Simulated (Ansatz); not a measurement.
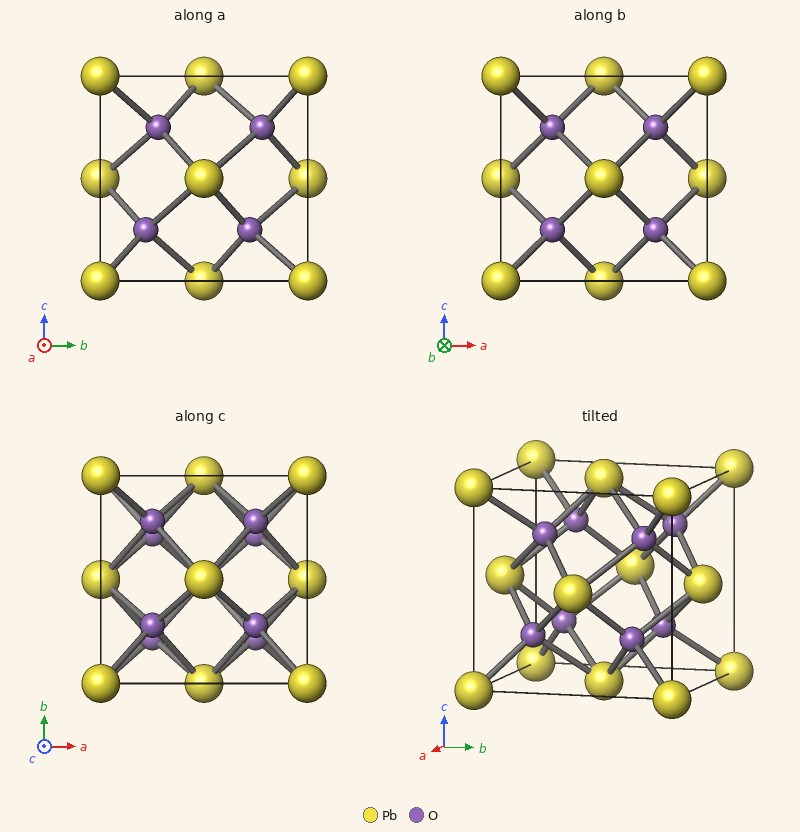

Crystal structure, ball-and-stick style, seen along the a axis, along the b axis, along the c axis and slightly off an axis. The frame is the conventional unit cell; atoms at its boundary are shown with their periodic copies.

Lattice parameters: a = 5.4234 Å, b = 5.4606 Å, c = 5.3842 Å, α = 90.000°, β = 90.000°, γ = 90.000°.

### Record the structure as a CIF with its space group and independent sites, with free fractional coordinates to two decimals.

```cif
data_structure
_symmetry_space_group_name_H-M 'C m c e'
_symmetry_Int_Tables_number 64
_cell_length_a 5.4234
_cell_length_b 5.4606
_cell_length_c 5.3842
_cell_angle_alpha 90.000
_cell_angle_beta 90.000
_cell_angle_gamma 90.000
_cell_volume 159.45
loop_
_atom_site_label
_atom_site_type_symbol
_atom_site_symmetry_multiplicity
_atom_site_Wyckoff_symbol
_atom_site_fract_x
_atom_site_fract_y
_atom_site_fract_z
_atom_site_occupancy
Pb1 Pb 4 a 0.00 0.00 0.00 1
O1 O 8 e 0.75 0.22 0.25 1
```

The cell started as a structure type filled with these elements by a generator (whether the compound takes this form wasn't checked). It is drawn as it came out of a relaxation with DFT PBE, scalar-relativistic, plane waves, PAW (Ansatz).
